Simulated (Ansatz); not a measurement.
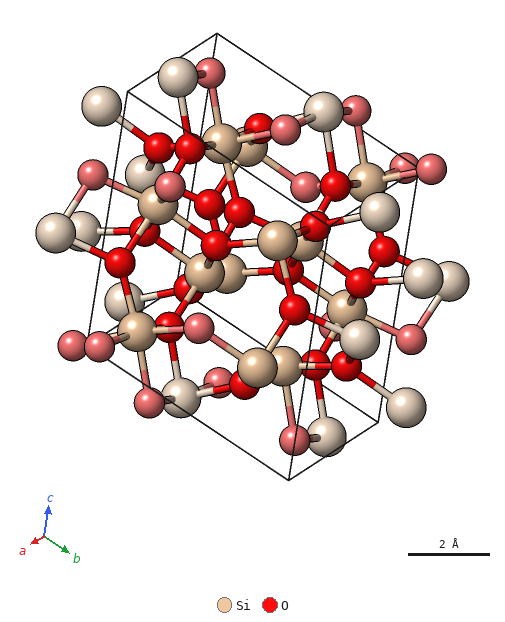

Fig. 1: The input geometry (ball-and-stick view of the reduced cell, seen slightly off an axis; neighbours outside the cell are drawn fainter). An atom can appear more than once, as a periodic image. Near neighbours in the periodic cell (some may lie outside the picture): Si has 6 O at 1.75 to 1.84 Å; Si has 5 O at 1.75 to 1.89 Å; O has 3 Si at 1.75 to 1.89 Å.

## Run report: Si₈O₁₅, nudged elastic band (part 1 of 3)

Si₈O₁₅ (defect cell, 23 atoms in the cell), computed with DFT PBE-D3(BJ), scalar-relativistic, plane waves, PAW, PAW set soft_1, no spin polarisation (Ansatz 0.2.0).

The structure derives from an entry of the Crystallography Open Database. It belongs to a series of runs on one base structure; here: band between the two ends.

Output
```
Warning: neb: disabling space-group detection — the band's intermediate images generally break the endpoint symmetry, so no spatial operation reduces the k-mesh or symmetrises the density, except that a semilocal band can use its path's symmetry ahead of convergence; time reversal is kept, so that k and −k are solved as one point where they differ and the mesh holds both, and exact exchange and, on two spinor components, a DFT+U term hold to it where the run has them: on two components no moment then forms, and a state that bears one, which a typed moment (crystal.atoms[].spin; refused beside efield: under a hybrid functional) reaches, can lie lower, under hf by electronvolts; crystal.symmetry.detect: false (a key that needs symmetry detection or time reversal refuses this as the deck is read) with time_reversal: false beside it drops time reversal too
Engine: ansatz 0.2.0, x86_64-unknown-linux-gnu
Pseudopotentials: kind: paw
Pseudopotential: Si, paw, valence charge 4, recommended cutoff 420 eV (normal), [file]
Pseudopotential: O, paw, valence charge 6, recommended cutoff 420 eV (normal), [file]
Functional definition: PBE
  parameter kappa = 0.804
  parameter beta = 0.06672455060314922
  exchange = pbe_x(kappa = kappa, mu = beta*pi^2/3)
  correlation = pbe_c(beta = beta)
NEB image 0
Crystal: 23 atoms, lattice volume = 185.845 Å³
Basis set: ecut = 420 eV, 3627 PW (Γ), exchange–correlation on 96×90×90 points (8 copies of the dense FFT grid, shifted against one another)
Bands: 84, of which v1, the nominal top of the filled ones, is band 61 counted from 1 (60 counted from 0)
Symmetry: 1 space group operations
k-points: 8
Non-local potential: Si, projectors of the file, l = 0: 2, l = 1: 2, l = 2: 1
Non-local potential: O, projectors of the file, l = 0: 2, l = 1: 2, l = 2: 1
PAW form: soft (Blöchl's): semilocal exchange-correlation on the pseudo side does not see the compensation charge
PAW one-centre angular grid: Si, 110 points (default); XC on 64 Gauss nodes
PAW one-centre angular grid: O, 110 points (default); XC on 64 Gauss nodes
Initial density: superposition of atomic densities (chi_scale 0.1, normalization cell, long waves kept (reshape's long-wave potential 0.11 eV rms))
Initial wavefunctions: pseudopotential atomic-orbital guess
Functional: x = pbe(κ = 0.804, μ = 0.2195149727645171), c = pbe(β = 0.06672455060314922)
SCF iter   1: F=—  HF=-13628.706115 eV  |F-HF|=—  |Δ(HF+E_count)|=         —  Δρ=1.39e-1  dr2=2.93e1  ethr=3.10e-3  ⟨swp⟩=6.1  Hψ=3048  notcnv=0  defer=80
preconditioner: auto → Resta (q_TF=auto, 2.543 Å⁻¹)  ε∞=3.6  [insulator: Δε(μ)=3.403 eV  Ē_g=18.646 eV  σ=0.050 eV  W_gap=1.00  n_scr=60 (ndim 8)  ℏωp=30.1 eV  f_vac=0.000  D(μ)=0.00/eV (n_scr^D=0)  ε∞_Penn≈3.6]
SCF iter   2: F=—  HF=-13621.079193 eV  |F-HF|=—  |Δ(HF+E_count)|=    7.63e0  Δρ=4.58e-2  dr2=1.79e0  ethr=3.10e-3  ⟨swp⟩=3.0  Hψ=1363  notcnv=0  defer=134
SCF iter   3: F=—  HF=-13621.064387 eV  |F-HF|=—  |Δ(HF+E_count)|=   1.48e-2  Δρ=2.29e-2  dr2=4.43e-1  ethr=1.47e-3  ⟨swp⟩=2.0  Hψ=826  notcnv=0  defer=134
SCF iter   4: F=—  HF=-13621.123027 eV  |F-HF|=—  |Δ(HF+E_count)|=   5.86e-2  Δρ=1.78e-3  dr2=3.84e-3  ethr=3.63e-4  ⟨swp⟩=4.0  Hψ=1116  notcnv=0  defer=134
SCF iter   5: F=—  HF=-13621.126014 eV  |F-HF|=—  |Δ(HF+E_count)|=   2.99e-3  Δρ=1.15e-3  dr2=1.71e-3  ethr=3.15e-6  ⟨swp⟩=2.0  Hψ=1026  notcnv=0  defer=134
SCF iter   6: F=—  HF=-13621.125870 eV  |F-HF|=—  |Δ(HF+E_count)|=   1.43e-4  Δρ=1.98e-4  dr2=5.86e-5  ethr=1.40e-6  ⟨swp⟩=2.0  Hψ=957  notcnv=0  defer=134
SCF iter   7: F=—  HF=-13621.126030 eV  |F-HF|=—  |Δ(HF+E_count)|=   1.60e-4  Δρ=4.74e-5  dr2=3.06e-6  ethr=4.81e-8  ⟨swp⟩=2.0  Hψ=1144  notcnv=0  defer=134
SCF iter   8: F=—  HF=-13621.126033 eV  |F-HF|=—  |Δ(HF+E_count)|=   3.03e-6  Δρ=3.00e-5  dr2=1.15e-6  ethr=2.50e-9  ⟨swp⟩=2.0  Hψ=1026  notcnv=0  defer=134
SCF iter   9: F=-13621.126033 eV  HF=-13621.126033 eV  |F-HF|=1.34e-8  |Δ(HF+E_count)|=   1.87e-7  Δρ=6.63e-6  dr2=6.19e-8  ethr=8.20e-11  ⟨swp⟩=3.2  Hψ=2649  notcnv=0
SCF 1 converged in 9 iterations: F = -13621.126033 eV  dr2 = 6.19e-8
  greatest PAW one-centre occupation: 0.861 electrons in one spin orbital (limit 2), on the O atom at site 4 (counted from 0), in its partial waves of l = 0
NSCF: frozen V_eff on 8 k-points
NEB image 4
SCF iter   1: F=—  HF=-13628.704764 eV  |F-HF|=—  |Δ(HF+E_count)|=         —  Δρ=1.39e-1  dr2=2.93e1  ethr=3.10e-3  ⟨swp⟩=6.1  Hψ=3047  notcnv=0  defer=79
preconditioner: auto → Resta (q_TF=auto, 2.543 Å⁻¹)  ε∞=3.6  [insulator: Δε(μ)=3.395 eV  Ē_g=18.648 eV  σ=0.050 eV  W_gap=1.00  n_scr=60 (ndim 8)  ℏωp=30.1 eV  f_vac=0.000  D(μ)=0.00/eV (n_scr^D=0)  ε∞_Penn≈3.6]
SCF iter   2: F=—  HF=-13621.078824 eV  |F-HF|=—  |Δ(HF+E_count)|=    7.63e0  Δρ=4.58e-2  dr2=1.79e0  ethr=3.10e-3  ⟨swp⟩=3.0  Hψ=1363  notcnv=0  defer=134
SCF iter   3: F=—  HF=-13621.064038 eV  |F-HF|=—  |Δ(HF+E_count)|=   1.48e-2  Δρ=2.29e-2  dr2=4.43e-1  ethr=1.47e-3  ⟨swp⟩=2.0  Hψ=826  notcnv=0  defer=134
SCF iter   4: F=—  HF=-13621.122691 eV  |F-HF|=—  |Δ(HF+E_count)|=   5.87e-2  Δρ=1.77e-3  dr2=3.83e-3  ethr=3.63e-4  ⟨swp⟩=4.0  Hψ=1116  notcnv=0  defer=134
SCF iter   5: F=—  HF=-13621.125688 eV  |F-HF|=—  |Δ(HF+E_count)|=   3.00e-3  Δρ=1.15e-3  dr2=1.70e-3  ethr=3.14e-6  ⟨swp⟩=2.0  Hψ=1026  notcnv=0  defer=134
SCF iter   6: F=—  HF=-13621.125542 eV  |F-HF|=—  |Δ(HF+E_count)|=   1.45e-4  Δρ=1.98e-4  dr2=5.91e-5  ethr=1.39e-6  ⟨swp⟩=2.0  Hψ=956  notcnv=0  defer=134
SCF iter   7: F=—  HF=-13621.125704 eV  |F-HF|=—  |Δ(HF+E_count)|=   1.61e-4  Δρ=4.74e-5  dr2=3.06e-6  ethr=4.84e-8  ⟨swp⟩=2.0  Hψ=1144  notcnv=0  defer=134
SCF iter   8: F=—  HF=-13621.125707 eV  |F-HF|=—  |Δ(HF+E_count)|=   3.05e-6  Δρ=2.99e-5  dr2=1.14e-6  ethr=2.51e-9  ⟨swp⟩=2.0  Hψ=1026  notcnv=0  defer=134
SCF iter   9: F=-13621.125707 eV  HF=-13621.125707 eV  |F-HF|=1.39e-8  |Δ(HF+E_count)|=   1.86e-7  Δρ=6.59e-6  dr2=6.14e-8  ethr=8.20e-11  ⟨swp⟩=3.2  Hψ=2649  notcnv=0
SCF 2 converged in 9 iterations: F = -13621.125707 eV  dr2 = 6.14e-8
NSCF: frozen V_eff on 8 k-points
NEB end point (image 0): max|allowed force component| = 1.520e-2 eV/Å (the criterion of neb.relax_end_points is 1.000e-2)
NEB end point (image 4): max|allowed force component| = 2.565e-2 eV/Å (the criterion of neb.relax_end_points is 1.000e-2)
NEB image 1
Initial density: superposition of atomic densities (chi_scale 0.1, normalization cell, long waves kept (reshape's long-wave potential 0.08 eV rms))
SCF iter   1: F=—  HF=-13626.971936 eV  |F-HF|=—  |Δ(HF+E_count)|=         —  Δρ=1.43e-1  dr2=3.21e1  ethr=3.10e-3  ⟨swp⟩=6.0  Hψ=3027  notcnv=0  defer=87
preconditioner: auto → Resta (q_TF=auto, 2.543 Å⁻¹)  ε∞=3.6  [insulator: Δε(μ)=2.571 eV  Ē_g=18.676 eV  σ=0.050 eV  W_gap=1.00  n_scr=60 (ndim 8)  ℏωp=30.1 eV  f_vac=0.000  D(μ)=0.00/eV (n_scr^D=0)  ε∞_Penn≈3.6]
SCF iter   2: F=—  HF=-13618.556581 eV  |F-HF|=—  |Δ(HF+E_count)|=    8.42e0  Δρ=4.67e-2  dr2=2.01e0  ethr=3.10e-3  ⟨swp⟩=3.0  Hψ=1374  notcnv=0  defer=129
SCF iter   3: F=—  HF=-13618.476144 eV  |F-HF|=—  |Δ(HF+E_count)|=   8.04e-2  Δρ=2.29e-2  dr2=4.54e-1  ethr=1.65e-3  ⟨swp⟩=2.2  Hψ=834  notcnv=0  defer=128
SCF iter   4: F=—  HF=-13618.527613 eV  |F-HF|=—  |Δ(HF+E_count)|=   5.15e-2  Δρ=2.38e-3  dr2=7.00e-3  ethr=3.72e-4  ⟨swp⟩=4.0  Hψ=1109  notcnv=0  defer=128
[...]
  greatest PAW one-centre occupation: 0.873 electrons in one spin orbital (limit 2), on the O atom at site 4 (counted from 0), in its partial waves of l = 0
NEB image 2
Initial density: superposition of atomic densities (chi_scale 0.1, normalization cell, long waves kept (reshape's long-wave potential 0.06 eV rms))
preconditioner: auto → Kerker (q_TF=auto, 2.543 Å⁻¹)  [metal: Δε(μ)=0.087 eV  Ē_g=18.669 eV  σ=0.050 eV  W_gap=0.41  n_scr=60 (ndim 8)  ℏωp=30.1 eV  f_vac=0.000  D(μ)=4.25/eV (n_scr^D=22)]
  greatest PAW one-centre occupation: 0.884 electrons in one spin orbital (limit 2), on the O atom at site 4 (counted from 0), in its partial waves of l = 0
NEB image 3
preconditioner: auto → Resta (q_TF=auto, 2.543 Å⁻¹)  ε∞=3.6  [insulator: Δε(μ)=2.664 eV  Ē_g=18.691 eV  σ=0.050 eV  W_gap=1.00  n_scr=60 (ndim 8)  ℏωp=30.1 eV  f_vac=0.000  D(μ)=0.00/eV (n_scr^D=0)  ε∞_Penn≈3.6]
NEB iter   1: max|band force component| = 4.279e0 eV/Å  barrier→ = 5.0246 eV  barrier← = 5.0243 eV  Δτ_max = 0.0636 Å  (51 SCF iters)
NEB image 1
Initial density: handed on by an earlier stage of this run
Initial wavefunctions: those handed on with the density
preconditioner: auto → Resta (q_TF=auto, 2.543 Å⁻¹)  ε∞=3.9  [insulator: Δε(μ)=1.904 eV  Ē_g=17.783 eV  σ=0.050 eV  W_gap=1.00  n_scr=60 (ndim 8)  ℏωp=30.1 eV  f_vac=0.000  D(μ)=0.00/eV (n_scr^D=0)  ε∞_Penn≈3.9]
  greatest PAW one-centre occupation: 0.871 electrons in one spin orbital (limit 2), on the O atom at site 4 (counted from 0), in its partial waves of l = 0
NEB image 2
preconditioner: auto → Kerker (q_TF=auto, 2.543 Å⁻¹)  [metal: Δε(μ)=0.062 eV  Ē_g=17.777 eV  σ=0.050 eV  W_gap=0.30  n_scr=60 (ndim 8)  ℏωp=30.1 eV  f_vac=0.000  D(μ)=3.18/eV (n_scr^D=14)]
  greatest PAW one-centre occupation: 0.881 electrons in one spin orbital (limit 2), on the O atom at site 4 (counted from 0), in its partial waves of l = 0
NEB image 3
preconditioner: auto → Resta (q_TF=auto, 2.543 Å⁻¹)  ε∞=3.9  [insulator: Δε(μ)=1.990 eV  Ē_g=17.792 eV  σ=0.050 eV  W_gap=1.00  n_scr=60 (ndim 8)  ℏωp=30.1 eV  f_vac=0.000  D(μ)=0.00/eV (n_scr^D=0)  ε∞_Penn≈3.9]
NEB iter   2: max|band force component| = 2.446e0 eV/Å  barrier→ = 4.4890 eV  barrier← = 4.4887 eV  Δτ_max = 0.0812 Å  (23 SCF iters)
[... from here on the SCF iterations and repeated set-up lines of each step are left out, up to the last step ...]
NEB image 1
NEB image 2
NEB image 3
NEB iter   3: max|band force component| = 5.731e-1 eV/Å  barrier→ = 4.1994 eV  barrier← = 4.1990 eV  Δτ_max = 0.0261 Å  (24 SCF iters)
NEB image 1
NEB image 2
NEB image 3
NEB iter   4: max|band force component| = 3.242e-1 eV/Å  barrier→ = 4.1709 eV  barrier← = 4.1706 eV  CI = image 2  Δτ_max = 0.0280 Å  (20 SCF iters)
NEB image 1
NEB image 2
NEB image 3
NEB iter   5: max|band force component| = 6.915e-1 eV/Å  barrier→ = 4.1628 eV  barrier← = 4.1624 eV  CI = image 2  Δτ_max = 0.0137 Å  (21 SCF iters)
NEB image 1
NEB image 2
NEB image 3
NEB iter   6: max|band force component| = 2.116e-1 eV/Å  barrier→ = 4.1554 eV  barrier← = 4.1551 eV  CI = image 2  Δτ_max = 0.0054 Å  (20 SCF iters)
NEB image 1
NEB image 2
NEB image 3
NEB iter   7: max|band force component| = 9.425e-2 eV/Å  barrier→ = 4.1527 eV  barrier← = 4.1524 eV  CI = image 2  Δτ_max = 0.0056 Å  (17 SCF iters)
NEB image 1
NEB image 2
NEB image 3
NEB iter   8: max|band force component| = 9.830e-2 eV/Å  barrier→ = 4.1518 eV  barrier← = 4.1515 eV  CI = image 2  Δτ_max = 0.0028 Å  (17 SCF iters)
NEB image 1
NEB image 2
NEB image 3
NEB iter   9: max|band force component| = 3.758e-2 eV/Å  barrier→ = 4.1514 eV  barrier← = 4.1511 eV  CI = image 2  Δτ_max = 0.0019 Å  (16 SCF iters)
NEB image 1
preconditioner: auto → Resta (q_TF=auto, 2.543 Å⁻¹)  ε∞=3.9  [insulator: Δε(μ)=2.418 eV  Ē_g=17.742 eV  σ=0.050 eV  W_gap=1.00  n_scr=60 (ndim 8)  ℏωp=30.1 eV  f_vac=0.000  D(μ)=0.00/eV (n_scr^D=0)  ε∞_Penn≈3.9]
NEB image 2
preconditioner: auto → Kerker (q_TF=auto, 2.543 Å⁻¹)  [metal: Δε(μ)=0.040 eV  Ē_g=17.770 eV  σ=0.050 eV  W_gap=0.20  n_scr=60 (ndim 8)  ℏωp=30.1 eV  f_vac=0.000  D(μ)=3.50/eV (n_scr^D=14)]
NEB image 3
preconditioner: auto → Resta (q_TF=auto, 2.543 Å⁻¹)  ε∞=3.9  [insulator: Δε(μ)=2.433 eV  Ē_g=17.741 eV  σ=0.050 eV  W_gap=1.00  n_scr=60 (ndim 8)  ℏωp=30.1 eV  f_vac=0.000  D(μ)=0.00/eV (n_scr^D=0)  ε∞_Penn≈3.9]
NEB image 1
NSCF: frozen V_eff on 8 k-points
NEB image 3
NSCF: frozen V_eff on 8 k-points
NEB image 2
NSCF: frozen V_eff on 8 k-points
the band table was solved once a step of the walk had ended and its energy, with any forces and stress, was formed, with the checks that follow a solve (3089 applications of the Hamiltonian). They found nothing against the state; the energy, forces and stress were not computed again (output.eigenvalues in the input reference)
```
